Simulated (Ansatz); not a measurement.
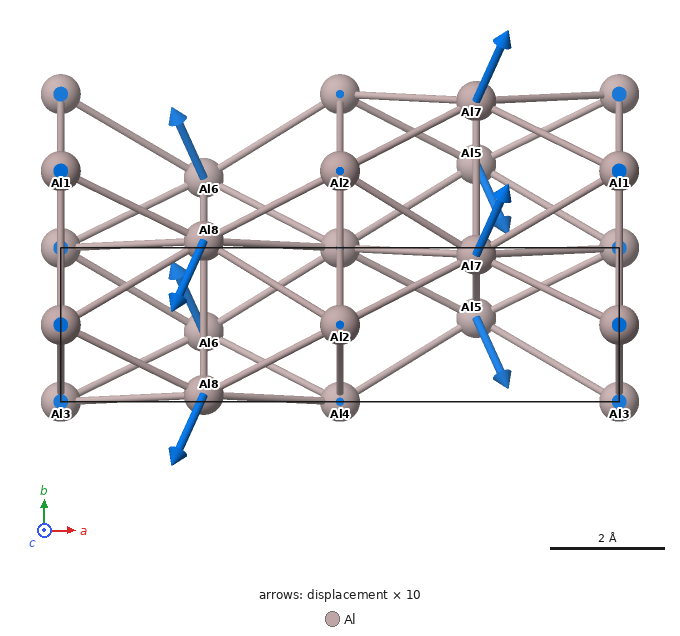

A relaxation of a crystal of Al (a generated structure, set up in Pnc2). The starting structure is drawn; blue arrows show the displacements (the part carried along by the change of the cell is left out), magnified 10 times.

A ball-and-stick model of the cell of the calculation, repeated 1 × 2 × 1 with one cell outlined, seen along the c axis.

The calculation used DFT PBE, scalar-relativistic, plane waves, PAW (Ansatz 0.2.0).

Input
```yaml
crystal:
  lattice:
    - [9.8801893, 0.0, 0.0]
    - [0.0, 2.72149591, 0.0]
    - [0.0, 0.0, 4.95555005]
  atoms:
    - { symbol: Al, position: [0.0, 0.5, 0.83889995] }
    - { symbol: Al, position: [0.5, 0.5, 0.85178561] }
    - { symbol: Al, position: [0.0, 0.0, 0.33889995] }
    - { symbol: Al, position: [0.5, 0.0, 0.35178561] }
    - { symbol: Al, position: [0.74396752, 0.54445182, 0.15465722] }
    - { symbol: Al, position: [0.25603248, 0.45554818, 0.15465722] }
    - { symbol: Al, position: [0.74396752, 0.95554818, 0.65465722] }
    - { symbol: Al, position: [0.25603248, 0.04445182, 0.65465722] }
basis:
  ecutwfc: 420
kpoints:
  mp_grid: { grid: [4, 14, 8] }
hamiltonian:
  xc: pbe
scf:
  occupations: { method: gaussian, width: 0.1 }
output:
  forces: true
  stress: true
  eigenvalues: true
  write_density: true
  write_potential: true
  elf: true
  volumetric_format: npy
relax:
  adjacent_minimum: "off"
  f_tol: 0.01
  max_steps: 80
  cell: { stress_tol: 0.05 }
```

Run as
```bash
ansatz run input.yaml --threads 1 --pin off --max-ram 2560MiB --backend cpu --events-out ev --progress --plain --runs-dir out
```

What happened in the run?

The energy falls by 0.248 eV per cell of the calculation in 5 accepted moves (7 points after the start). Largest force component: 0.3 eV/Å at the start, 0.00015 eV/Å at the end. The pressure goes from 1.19 to 0.00 GPa. The SCF was repeated twice at an unchanged geometry on a basis and grid sized afresh for the cell, which shifted the energy by 1.6 meV per cell of the calculation at most. The largest moves relative to the cell, 0.15 Å, are those of Al5, Al6, Al7 and Al8. Al7 goes in a general direction near [1 3 1]. The volume changes by −0.2 %, with a 9.880 → 9.484 Å (−4.0 %), b 2.721 → 2.838 Å (+4.3 %), c 4.956 → 4.941 Å (−0.3 %). Among the contacts that change: Al1–Al7 3.071 → 2.883 Å, Al5–Al7 2.719 → 2.849 Å, Al1–Al1 2.721 → 2.838 Å, Al2–Al7 2.993 → 2.883 Å. Within 0.06 Å the space group is Pnc2 at the start and P6_3/mmc at the end; at a tighter tolerance small leftover displacements or strains of the cell lower it.
